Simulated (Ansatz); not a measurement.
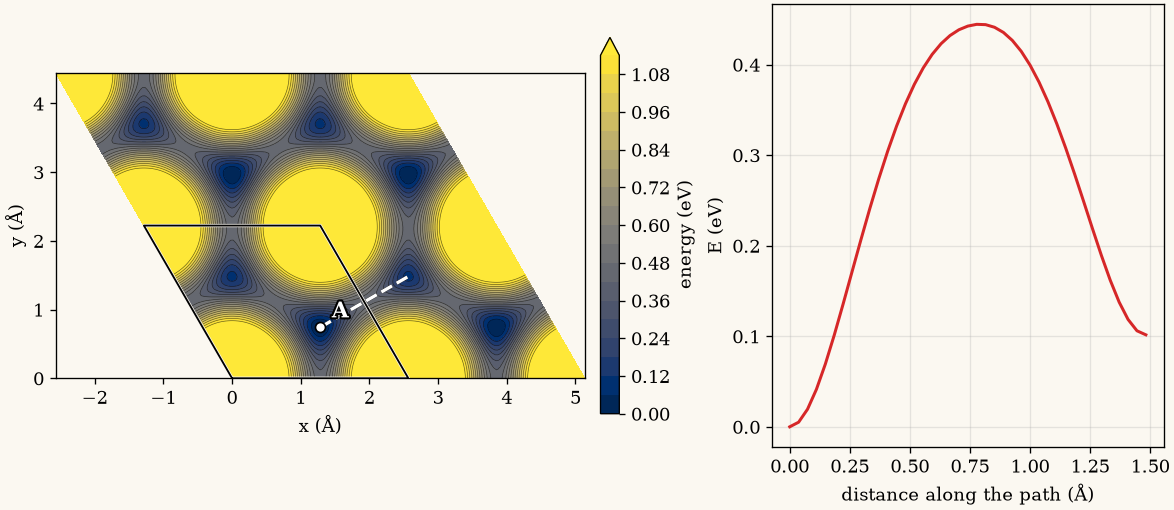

O on a Cu(111) slab cut from the Fm-3m phase, its upper half relaxed before the scan (12 atoms of substrate and one adsorbate in a 2 × 2 cell). 
- O is moved over the surface cell; relaxed at each place: the height of the adsorbate's atoms; substrate rigid; the origin of the map has the adsorbate above Cu9.
- Places are given modulo a cell vector. The map is drawn in real space over the plane of the surface.
- The grid has 6 × 6 points; 10 points were computed and 26 follow by symmetry.
- Places are given in fractions of the 1 × 1 surface cell.
- All energies are given in eV relative to the lowest grid point.
- The runs have no spin polarisation; a magnetic state may lie lower.
- These are results of DFT PBE, scalar-relativistic, plane waves, PAW (Ansatz 0.2.0), not measurements. Settings: cutoff 420 eV, k-mesh 6×6×1, gaussian smearing 0.1 eV, no spin polarisation.

In the figure: filled contours, a line along the lowest path, the outline of one cell of the 2 × 2 shown, one colour for all values above the top of the scale, the energy along the path at the right, the start A. Between grid points the surface is interpolated.

Question: Describe the path and its barrier.

Answer: The easiest path leads from the well at a threefold hollow over a third-layer Cu atom, (4/6, 2/6) of the cell vectors to the well at a threefold hollow over a second-layer Cu atom, (2/6, 4/6) of the cell vectors, about 0.1 eV higher. Its highest point lies about 0.44 eV above the bottom of the first well on the interpolated surface, at a bridge site between two Cu atoms, (0/6, 3/6) of the cell vectors. Seen from the upper well the barrier is about 0.34 eV. This is the barrier on the constrained surface; relaxing the other coordinates would change it.
